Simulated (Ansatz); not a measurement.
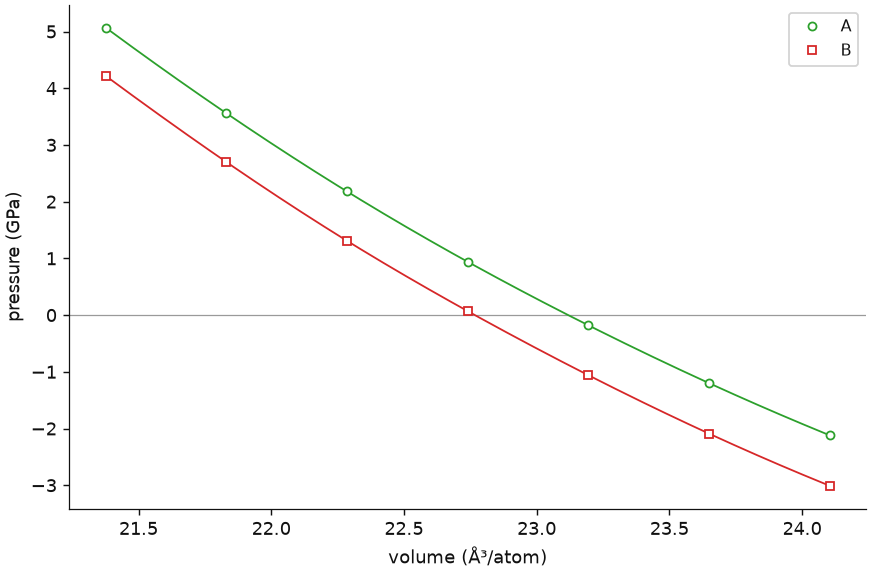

The picture above shows the pressure against volume, with one curve for each functional, for MgS (space group F-43m). The labels are replaced by letters. In alphabetical order the cases are: HSE03; PBE.

Method: plane-wave DFT, no spin polarisation; energies at scaled volumes of the given cell, shape and fractions fixed, counted from the fit's minimum, third-order Birch-Murnaghan fit (Ansatz 0.2.0). All runs: no spin polarisation.

| setting | value |
| --- | --- |
| potentials | Ansatz PAW |
| wave cutoff | 420 eV |
| density cutoff | 1680 eV |

Question: Which letter stands for which functional?

Answer: A: PBE; B: HSE03.

Limits of the calculation: coarse k mesh (HSE03); the program warns: stress exchange threshold loose (HSE03).
